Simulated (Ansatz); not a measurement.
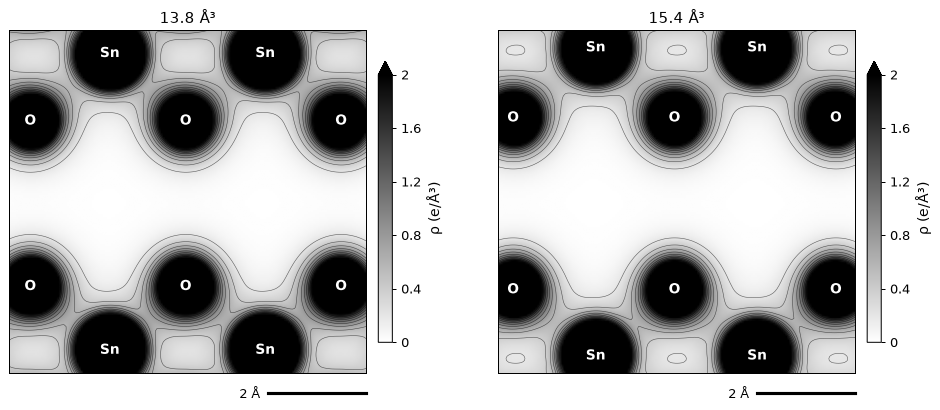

SnO$_{2}$. The valence charge density (pseudo) of cells scaled evenly to different volumes (given per atom above each panel), on the (110) plane of each (indices in the axes of the cell below), at one length scale and on one colour scale.

A structure from a database of computed crystals, not necessarily the ambient phase; PAW files of the earlier set (soft_1).

All numbers below come from Ansatz, DFT PBE, scalar-relativistic, plane waves, PAW.

Core electrons are frozen (PAW), and the valence fields are smoothed inside the atomic spheres.

The largest cell:

```xyz
3
Lattice="3.2740 0.0000 0.0000 -1.6370 0.9451 4.9797 1.6370 -2.8353 0.0000" Properties=species:S:1:pos:R:3 pbc="T T T"
Sn    1.6531   -0.9451    2.4899
O    -0.0597    0.0000    3.5090
O     3.2142   -1.8902    1.4708
```

| volume (Å³/atom) | Sn–O contact in the plane (Å) | ρ at its midpoint (e/Å³) | pressure (GPa) | gap on the mesh (eV) | 
| --- | --- | --- | --- | --- |
| 13.76 | 2.013 | 0.715 | 13.3 | 2.54 | 
| 14.30 | 2.039 | ? | ? | ? | 
| 15.41 | 2.090 | 0.615 | −4.2 | 1.79 | 

> What values belong in the row with question marks?

Over the known rows ln ρ falls by 1.96 per Å of Sn–O distance (the line through the two), which gives 0.680 e/Å³ at 2.039 Å; the calculation gives 0.679 e/Å³. For the pressure, a straight line in volume between the neighbouring rows gives 7.6 GPa; the calculation gives 6.3, lower because pressure rises ever faster on compression. For the gap on the mesh, a straight line in volume between the neighbouring rows gives 2.29 eV; the calculation gives 2.27.
